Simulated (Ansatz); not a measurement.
# Geometry relaxation of CsBr

- system: CsBr (2 atoms in the cell)
- method: DFT, PBE, all-electron LAPW, non-relativistic, no spin polarisation (Ansatz 0.2.0)

It belongs to a series of runs on one base structure; here: no relativity, cell and atoms relaxed. Figures and captions count atoms from 1; the log counts them from 0 in places.

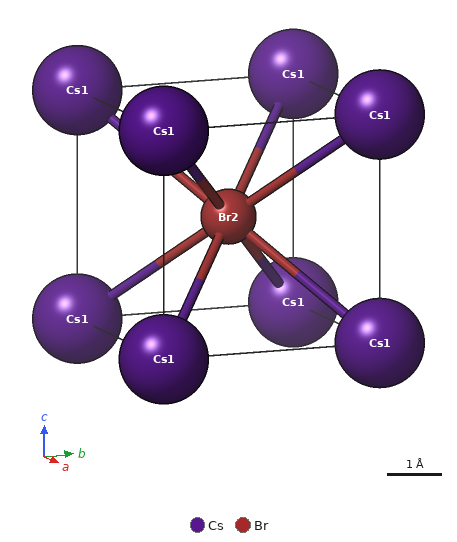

Fig. 1: The input geometry (ball-and-stick view of the cell of the calculation, seen slightly off an axis; atoms are numbered from 1 in the order of the input). Near neighbours in the crystal (not all of them lie inside the picture): Cs has 8 Br at 3.80 Å; Br has 8 Cs at 3.80 Å.

### Key numbers

- outcome: converged
- space group (tolerance 0.01 Å): Pm-3m (221)
- electrons in bands (core shells apart): 50
- free energy: −275652.9707 eV
- Fermi energy: 7.130 eV
- gap on the k-point mesh: 4.77 eV
- pressure: 0.00 GPa
- final volume: 85.84 Å³
- largest force (length of the vector) at the end: under 0.001 eV/Å
- final cell: a = 4.411 Å, b = 4.411 Å, c = 4.411 Å, α = 90.00°, β = 90.00°, γ = 90.00°
- hardware: 1 thread of Arm Neoverse V2, 24 GiB of memory available, shared host
- wall time: 11 s
- peak memory: 0.26 GiB

### The input
```yaml
crystal:
  lattice:
    - [4.3893007101, 0.0, 0.0]
    - [0.0, 4.3893007101, 0.0]
    - [0.0, 0.0, 4.3893007101]
  atoms:
    - { symbol: Cs, position: [0.0, 0.0, 0.0] }
    - { symbol: Br, position: [0.5, 0.5, 0.5] }
kpoints:
  mp_grid: { grid: [7, 7, 7] }
scf:
  occupations: { method: fermi_dirac, width: 0.02 }
hamiltonian:
  xc: pbe
  pseudopotentials:
    kind: all_electron
    lapw: { basis_error: 0.0005 }
    relativity: none
output:
  forces: true
  stress: true
  eigenvalues: true
relax:
  f_tol: 0.005
  max_steps: 20
  cell: {}
```

Launched with:
```bash
ansatz run input.yaml --threads 1 --pin off --max-ram 2048MiB --backend cpu --events-out ev --progress --plain --runs-dir out
```

### Output
```
The last accepted step is kept in [file] (removed where the run ends without a failure and the disk answers)
LAPW: plane waves up to 5.421 Å⁻¹, error target 5.0e-4 eV per atom; Br in spheres of 1.810 Å, 23 of its electrons in bands, Dirac shells []; Cs in spheres of 1.877 Å, 27 of its electrons in bands, Dirac shells [] (how accurate: hamiltonian.pseudopotentials.lapw.basis_error, Limitations)
Engine: ansatz 0.2.0, aarch64-unknown-linux-gnu
Pseudopotentials: kind: all_electron
Pseudopotential: Cs, LAPW, valence charge 27, lapw/all_electron/none/Cs, Schrödinger's equation, point nucleus
Pseudopotential: Br, LAPW, valence charge 23, lapw/all_electron/none/Br, Schrödinger's equation, point nucleus
Functional definition: PBE
  parameter kappa = 0.804
  parameter beta = 0.06672455060314922
  exchange = pbe_x(kappa = kappa, mu = beta*pi^2/3)
  correlation = pbe_c(beta = beta)
Crystal: 2 atoms, lattice volume = 84.564 Å³
Basis set: ecut = 111.9556342234673 eV, 251 PW (Γ), exchange–correlation at level 2
Bands: 30, of which v1, the nominal top of the filled ones, is band 25 counted from 1 (24 counted from 0)
Symmetry: 48 space group operations
Space group: Pm-3m (ITA 221), of the structure as read, at distance tolerance 4.4e-5 Å
k-points: 20 of 343
Non-local potential: Cs, projectors of the file, none
Non-local potential: Br, projectors of the file, none
Initial density: superposition of atomic densities (chi_scale 0.1, normalization cell, long waves kept (reshape's long-wave potential 0.00 eV rms))
Initial wavefunctions: plane waves of lowest kinetic energy (no species holds an atomic orbital)
Functional: x = pbe(κ = 0.804, μ = 0.2195149727645171), c = pbe(β = 0.06672455060314922)
iter 1 solved again at ethr=7.47e-4 eV; its pass at ethr=1.00e-1 eV (dr2=3.74e-1 eV) is discarded
SCF iter   1: F=—  HF=-275653.232002 eV  |F-HF|=—  |Δ(HF+E_count)|=         —  Δρ=1.18e-2  dr2=3.74e-1  ethr=7.47e-4  ⟨swp⟩=2.5  Hψ=3535  notcnv=0
preconditioner: auto → Resta (q_TF=auto, 2.500 Å⁻¹)  ε∞=2.4  [insulator: Δε(μ)=5.530 eV  Ē_g=13.463 eV  σ=0.020 eV  W_gap=1.00  n_scr=26 (ndim 8)  ℏωp=16.2 eV  f_vac=0.139  D(μ)=0.00/eV (n_scr^D=0)  ε∞_Penn≈2.4]
SCF iter   2: F=—  HF=-275652.971080 eV  |F-HF|=—  |Δ(HF+E_count)|=   2.61e-1  Δρ=5.57e-3  dr2=9.23e-2  ethr=7.47e-4  ⟨swp⟩=3.0  Hψ=2102  notcnv=0
SCF iter   3: F=—  HF=-275652.965824 eV  |F-HF|=—  |Δ(HF+E_count)|=   5.26e-3  Δρ=3.30e-3  dr2=3.37e-2  ethr=1.85e-4  ⟨swp⟩=2.6  Hψ=1981  notcnv=0  defer=1
iter 4 solved again at ethr=3.17e-6 eV; its pass at ethr=6.74e-5 eV (dr2=1.58e-3 eV) is discarded
SCF iter   4: F=—  HF=-275652.969816 eV  |F-HF|=—  |Δ(HF+E_count)|=         —  Δρ=7.25e-4  dr2=1.58e-3  ethr=3.17e-6  ⟨swp⟩=2.0  Hψ=3226  notcnv=0
the basis was enlarged: its passes take 46.0 KiB over the memory plan, 1 of 1 planned eigensolver slots
SCF iter   5: F=—  HF=-275652.969817 eV  |F-HF|=—  |Δ(HF+E_count)|=   1.95e-6  Δρ=1.76e-4  dr2=3.46e-5  ethr=3.17e-6  ⟨swp⟩=3.0  Hψ=2081  notcnv=0
SCF iter   6: F=—  HF=-275652.969896 eV  |F-HF|=—  |Δ(HF+E_count)|=   7.89e-5  Δρ=3.88e-5  dr2=1.45e-6  ethr=6.93e-8  ⟨swp⟩=3.0  Hψ=2054  notcnv=0
SCF iter   7: F=—  HF=-275652.969909 eV  |F-HF|=—  |Δ(HF+E_count)|=   1.29e-5  Δρ=2.15e-5  dr2=4.47e-7  ethr=2.90e-9  ⟨swp⟩=3.0  Hψ=2007  notcnv=0
SCF iter   8: F=-275652.969911 eV  HF=-275652.969911 eV  |F-HF|=6.86e-8  |Δ(HF+E_count)|=   1.35e-6  Δρ=4.86e-6  dr2=2.99e-8  ethr=8.95e-10  ⟨swp⟩=3.0  Hψ=2074  notcnv=0
SCF 1 converged in 8 iterations: F = -275652.969911 eV  dr2 = 2.99e-8
relax step   1: F+E_penalty+E_count = -275652.96991074 eV  Δ(F+E_penalty+E_count) = +0.000e0 eV  max|allowed force component| = 7.190e-32 eV/Å  Δτ_max = 0.0000 Å  P = +0.191 GPa  Ω = 84.564 Å³  (8 SCF iters, accepted)
Crystal: 2 atoms, lattice volume = 85.004 Å³
Basis set: ecut = 111.56877153762252 eV, 251 PW (Γ), exchange–correlation at level 2
Initial density: handed on by an earlier stage of this run
Initial wavefunctions: those handed on with the density
iter 1 solved again at ethr=1.22e-8 eV; its pass at ethr=1.00e-1 eV (dr2=6.12e-6 eV) is discarded
SCF iter   1: F=—  HF=-275652.970339 eV  |F-HF|=—  |Δ(HF+E_count)|=         —  Δρ=4.65e-5  dr2=6.00e-6  ethr=1.22e-8  ⟨swp⟩=5.9  Hψ=3255  notcnv=0
preconditioner: auto → Resta (q_TF=auto, 2.497 Å⁻¹)  ε∞=2.5  [insulator: Δε(μ)=4.807 eV  Ē_g=13.275 eV  σ=0.020 eV  W_gap=1.00  n_scr=26 (ndim 8)  ℏωp=16.1 eV  f_vac=0.255  D(μ)=0.00/eV (n_scr^D=0)  ε∞_Penn≈2.5]
SCF iter   2: F=—  HF=-275652.970345 eV  |F-HF|=—  |Δ(HF+E_count)|=   6.10e-6  Δρ=1.68e-5  dr2=9.47e-7  ethr=1.20e-8  ⟨swp⟩=2.0  Hψ=1943  notcnv=0
SCF iter   3: F=—  HF=-275652.970345 eV  |F-HF|=—  |Δ(HF+E_count)|=   2.15e-7  Δρ=1.15e-5  dr2=4.54e-7  ethr=1.89e-9  ⟨swp⟩=2.0  Hψ=1940  notcnv=0
iter 4 solved again at ethr=8.75e-11 eV; its pass at ethr=9.08e-10 eV (dr2=4.37e-8 eV) is discarded
SCF iter   4: F=-275652.970345 eV  HF=-275652.970345 eV  |F-HF|=1.01e-8  |Δ(HF+E_count)|=   2.11e-8  Δρ=3.58e-6  dr2=4.37e-8  ethr=8.75e-11  ⟨swp⟩=2.0  Hψ=3160  notcnv=0
SCF 2 converged in 4 iterations: F = -275652.970345 eV  dr2 = 4.37e-8
relax step   2: F+E_penalty+E_count = -275652.97034466 eV  Δ(F+E_penalty+E_count) = -4.339e-4 eV  max|allowed force component| = 1.746e-32 eV/Å  Δτ_max = 0.0000 Å  P = +0.125 GPa  Ω = 85.004 Å³  (4 SCF iters, accepted)
Crystal: 2 atoms, lattice volume = 85.841 Å³
Basis set: ecut = 110.84237097068139 eV, 251 PW (Γ), exchange–correlation at level 2
iter 1 solved again at ethr=4.81e-8 eV; its pass at ethr=1.00e-1 eV (dr2=2.41e-5 eV) is discarded
SCF iter   1: F=—  HF=-275652.970691 eV  |F-HF|=—  |Δ(HF+E_count)|=         —  Δρ=9.29e-5  dr2=2.36e-5  ethr=4.81e-8  ⟨swp⟩=5.8  Hψ=3242  notcnv=0
preconditioner: auto → Resta (q_TF=auto, 2.493 Å⁻¹)  ε∞=2.5  [insulator: Δε(μ)=4.775 eV  Ē_g=13.256 eV  σ=0.020 eV  W_gap=1.00  n_scr=26 (ndim 8)  ℏωp=16.0 eV  f_vac=0.255  D(μ)=0.00/eV (n_scr^D=0)  ε∞_Penn≈2.5]
SCF iter   2: F=—  HF=-275652.970679 eV  |F-HF|=—  |Δ(HF+E_count)|=   1.19e-5  Δρ=3.48e-5  dr2=4.00e-6  ethr=4.72e-8  ⟨swp⟩=2.0  Hψ=1940  notcnv=0
SCF iter   3: F=—  HF=-275652.970679 eV  |F-HF|=—  |Δ(HF+E_count)|=   6.72e-7  Δρ=2.34e-5  dr2=1.87e-6  ethr=8.01e-9  ⟨swp⟩=2.0  Hψ=1940  notcnv=0
iter 4 solved again at ethr=3.25e-10 eV; its pass at ethr=3.73e-9 eV (dr2=1.63e-7 eV) is discarded
SCF iter   4: F=—  HF=-275652.970678 eV  |F-HF|=—  |Δ(HF+E_count)|=   5.02e-8  Δρ=6.80e-6  dr2=1.63e-7  ethr=3.25e-10  ⟨swp⟩=2.0  Hψ=3160  notcnv=0
SCF iter   5: F=-275652.970678 eV  HF=-275652.970678 eV  |F-HF|=2.79e-9  |Δ(HF+E_count)|=   9.08e-9  Δρ=1.40e-6  dr2=1.80e-9  ethr=3.25e-10  ⟨swp⟩=2.0  Hψ=1940  notcnv=0
SCF 3 converged in 5 iterations: F = -275652.970678 eV  dr2 = 1.80e-9
relax step   3: F+E_penalty+E_count = -275652.97067845 eV  Δ(F+E_penalty+E_count) = -3.338e-4 eV  max|allowed force component| = 9.861e-32 eV/Å  Δτ_max = 0.0000 Å  P = +0.004 GPa  Ω = 85.841 Å³  (5 SCF iters, accepted)
iter 1 solved again at ethr=4.60e-11 eV; its pass at ethr=1.00e-1 eV (dr2=2.30e-8 eV) is discarded
SCF iter   1: F=—  HF=-275652.970666 eV  |F-HF|=—  |Δ(HF+E_count)|=         —  Δρ=1.21e-6  dr2=1.24e-9  ethr=4.60e-11  ⟨swp⟩=10.2  Hψ=4821  notcnv=0  reapply=14
preconditioner: auto → Resta (q_TF=auto, 2.493 Å⁻¹)  ε∞=2.5  [insulator: Δε(μ)=4.768 eV  Ē_g=13.254 eV  σ=0.020 eV  W_gap=1.00  n_scr=26 (ndim 8)  ℏωp=16.0 eV  f_vac=0.255  D(μ)=0.00/eV (n_scr^D=0)  ε∞_Penn≈2.5]
SCF iter   2: F=-275652.970678 eV  HF=-275652.970678 eV  |F-HF|=1.40e-9  |Δ(HF+E_count)|=   1.19e-5  Δρ=6.71e-7  dr2=7.42e-10  ethr=4.81e-12 (applied; sched 2.49e-12)  ⟨swp⟩=3.9  Hψ=2198  notcnv=0
SCF 4 converged in 2 iterations: F = -275652.970678 eV  dr2 = 7.42e-10
relax step   4: F+E_penalty+E_count = -275652.97067831 eV  Δ(F+E_penalty+E_count) = +1.419e-7 eV  max|allowed force component| = 5.259e-31 eV/Å  Δτ_max = 0.0000 Å  P = +0.004 GPa  Ω = 85.841 Å³  stress off target by 4.09e-3 GPa  SCF on the basis re-selected at this cell (its energy is not comparable with the rows above)  (2 SCF iters)
```

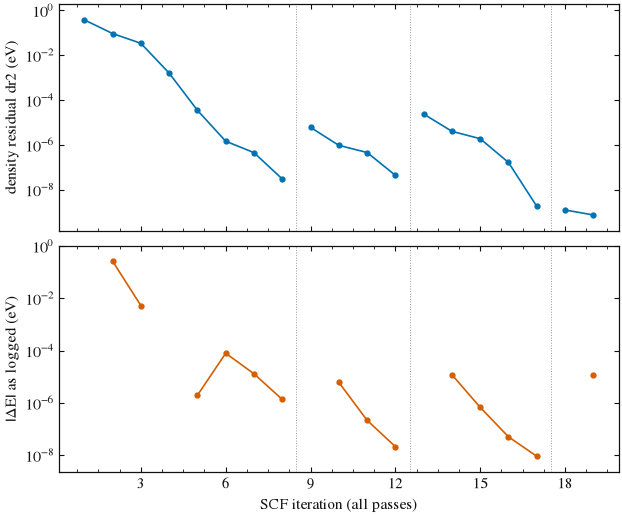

Fig. 2: Convergence of the self-consistent field: density residual dr2 and size of the energy change against the SCF iteration. The dotted lines part the SCF passes of the relaxation: geometry steps, rejected trials and re-solves on a re-selected basis. The passes take 8, 4, 5 and 2 iterations.

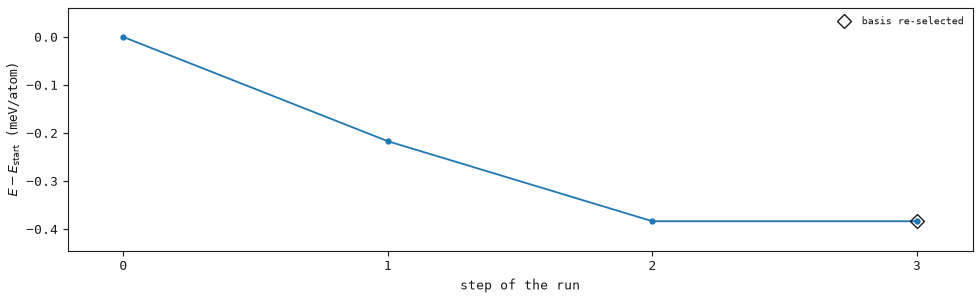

Fig. 3: Progress of the relaxation, step by step (the first geometry is step 0 here and step 1 in the log).

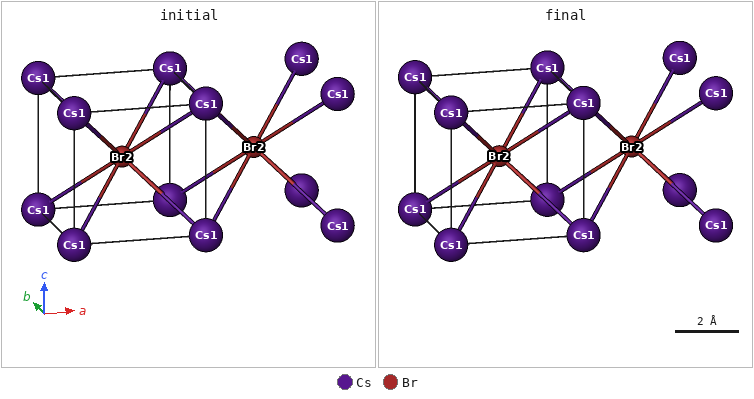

Fig. 4: Before (left) and after (right) the relaxation, at one scale (ball-and-stick view of the cell of the calculation, repeated 2 × 1 × 1, seen slightly off an axis). The energy falls by 0.4 meV per atom in 2 geometry steps. All forces vanish by symmetry, so only the cell relaxes. The pressure goes from 0.19 to 0.00 GPa. No atom moves by more than 0.005 Å relative to the cell. The volume changes by +1.5 %, with a = b = c 4.389 → 4.411 Å (+0.5 %). Among the contacts that change: Cs1–Br2 3.801 → 3.820 Å. The space group stays Pm-3m (No. 221). A last SCF at the same geometry on a re-selected plane-wave basis shifts the energy by next to nothing (0.0 meV per atom). (Atoms are counted from 1 in the order of the input.)

```
basis re-selected at this cell: Δ(F+E_penalty+E_count) = +1.419e-7 eV, ΔP = +0.000 GPa vs the last step (what re-selecting the basis moved, after the strain that the cell walked since its last selection, with what the two solves' SCF thresholds leave and, on support functions, any second-order correction that the steps lacked; it is no measure of the basis error at this ecutwfc). This SCF's stress stands 4.09e-3 GPa from its target on what of the cell is left free (relax.cell.stress_tol is 5.00e-2 GPa) and its largest allowed force component is 5.26e-31 eV/Å (relax.f_tol is 5.00e-3 eV/Å): within both
SCF converged after 2 iterations
Free energy (F): -275652.970678 eV
Harris-Foulkes:  -275652.970678 eV  (|F-HF|=1.40e-9)
Internal energy: -275652.970678 eV  (E = F + TS)
E sigma→0 (E₀):  -275652.970678 eV
Fermi energy:    7.130419 eV
--- Per-component energies (eV) ---
  E_band       = -3438.708121
  E_kinetic    = 275539.020417
  E_xc         = -7545.927965
  E_electrostatic = -543646.063131  (all electrons and nuclei)
  E_smearing   = -0.000000  (= −TS)
  E_closure    = 0.000000  (closes the sum)
  E_atoms      = -275646.815762  (free atoms, spherical and without spin; not in F)
  Σ components = -275652.970678   (vs F -275652.970678, Δ=0.00e0)
  Basis errors (estimates in eV, not in F): energy 1.7e-4 per atom: plane waves 1.5e-4 (7.9e-5 summed), levels above the bands 8.5e-114, relativity 0.0e0, radial functions 2.0e-5, core shells 3.1e-7; eigenvalues (radial functions only) 6.0e-6; not estimated: angular momenta, meshes, grids; target (lapw.basis_error) 5.0e-4; muffin-tin radii Br 1.820 Å, Cs 1.886 Å
--- Forces (eV/Å), atoms counted from 1 ---
  atom   1  Cs     0.00000000     0.00000000    -0.00000000
  atom   2  Br    -0.00000000     0.00000000     0.00000000
  max |Σ_I F_I| component: 1.05e-30 eV/Å
--- Stress (GPa, compression-positive) ---
        0.004087      -0.000000       0.000000
       -0.000000       0.004087      -0.000000
        0.000000      -0.000000       0.004087
  P = ⅓ Tr σ = 0.0041 GPa (0.041 kbar)
--- Band table (eV; the first three rows and the last of 20) ---
  k-point 0: bands = ["-191.6556", "-158.3820", "-158.3820", "-158.3820", "-145.4642", "-145.4642", "-145.4642", "-65.6364", "-65.6364", "-65.6345", "-65.6345", "-65.6345", "-55.0670", "-55.0670", "-55.0670", "-55.0665", "-55.0665", "-13.0651", "-6.8177", "-1.7354", "-1.7354", "-1.7354", "4.7183", "4.7183", "4.7183", "9.4862", "9.5279", "9.5279", "13.2117", "13.2117"]
  k-point 1: bands = ["-191.6556", "-158.3820", "-158.3820", "-158.3820", "-145.4642", "-145.4642", "-145.4642", "-65.6364", "-65.6364", "-65.6345", "-65.6345", "-65.6345", "-55.0670", "-55.0670", "-55.0670", "-55.0665", "-55.0665", "-13.0544", "-6.8220", "-1.7999", "-1.7206", "-1.7206", "4.4683", "4.6894", "4.6894", "9.6416", "9.8977", "9.9227", "13.1029", "13.1029"]
  k-point 2: bands = ["-191.6556", "-158.3820", "-158.3820", "-158.3820", "-145.4642", "-145.4642", "-145.4642", "-65.6364", "-65.6364", "-65.6345", "-65.6345", "-65.6345", "-55.0670", "-55.0670", "-55.0670", "-55.0665", "-55.0665", "-13.0302", "-6.8330", "-1.9350", "-1.6870", "-1.6870", "3.9968", "4.6227", "4.6227", "9.9519", "10.8053", "10.9422", "12.9648", "12.9648"]
  k-point 19: bands = ["-191.6556", "-158.3820", "-158.3820", "-158.3820", "-145.4642", "-145.4642", "-145.4642", "-65.6364", "-65.6364", "-65.6345", "-65.6345", "-65.6345", "-55.0670", "-55.0670", "-55.0670", "-55.0665", "-55.0665", "-12.9213", "-6.6780", "-2.0710", "-2.0601", "-2.0601", "3.7820", "3.7820", "3.8560", "11.8927", "12.3081", "12.3081", "13.2343", "13.2343"]
--- Relaxed structure (3 steps of the walk, 3 accepted, 1 SCFs on fresh bases) ---
  F+E_penalty+E_count = -275652.97067831 eV   max|allowed force component| = 5.259e-31 eV/Å   (the final SCF, on the basis selected at the relaxed cell)
  cell:  # Å, volume = 85.8413 Å³
    - [4.41128796514963, 4.784732205587039e-34, 8.024708101613482e-36]
    - [-1.9560225997682864e-34, 4.41128796514963, 0.0]
    - [-2.407412430484045e-35, 0.0, 4.41128796514963]
  atoms:
    - { symbol: Cs, position: [4.7991377574748926e-36, -5.713259235090815e-37, 0.0] }
    - { symbol: Br, position: [0.49999999999999994, 0.49999999999999994, 0.49999999999999994] }
```

### Trajectory as extended XYZ (Å, eV, eV/Å), 4 frames, from step=1 to step=4
```
2
Lattice="4.3893 0.0000 0.0000 0.0000 4.3893 0.0000 0.0000 0.0000 4.3893" Properties=species:S:1:pos:R:3:forces:R:3 step=1 energy=-275652.96991 pressure_GPa=0.19
Cs    0.0000    0.0000    0.0000    0.0000   0.0000   0.0000
Br    2.1947    2.1947    2.1947    0.0000   0.0000   0.0000
2
Lattice="4.3969 0.0000 0.0000 0.0000 4.3969 0.0000 0.0000 0.0000 4.3969" Properties=species:S:1:pos:R:3:forces:R:3 step=2 energy=-275652.97034 pressure_GPa=0.12
Cs    0.0000    0.0000    0.0000    0.0000   0.0000   0.0000
Br    2.1985    2.1985    2.1985    0.0000   0.0000   0.0000
2
Lattice="4.4113 0.0000 0.0000 0.0000 4.4113 0.0000 0.0000 0.0000 4.4113" Properties=species:S:1:pos:R:3:forces:R:3 step=3 energy=-275652.97068 pressure_GPa=0.00
Cs    0.0000    0.0000    0.0000    0.0000   0.0000   0.0000
Br    2.2056    2.2056    2.2056    0.0000   0.0000   0.0000
2
Lattice="4.4113 0.0000 0.0000 0.0000 4.4113 0.0000 0.0000 0.0000 4.4113" Properties=species:S:1:pos:R:3:forces:R:3 step=4 energy=-275652.97068 pressure_GPa=0.00
Cs    0.0000    0.0000    0.0000    0.0000   0.0000   0.0000
Br    2.2056    2.2056    2.2056    0.0000   0.0000   0.0000
```
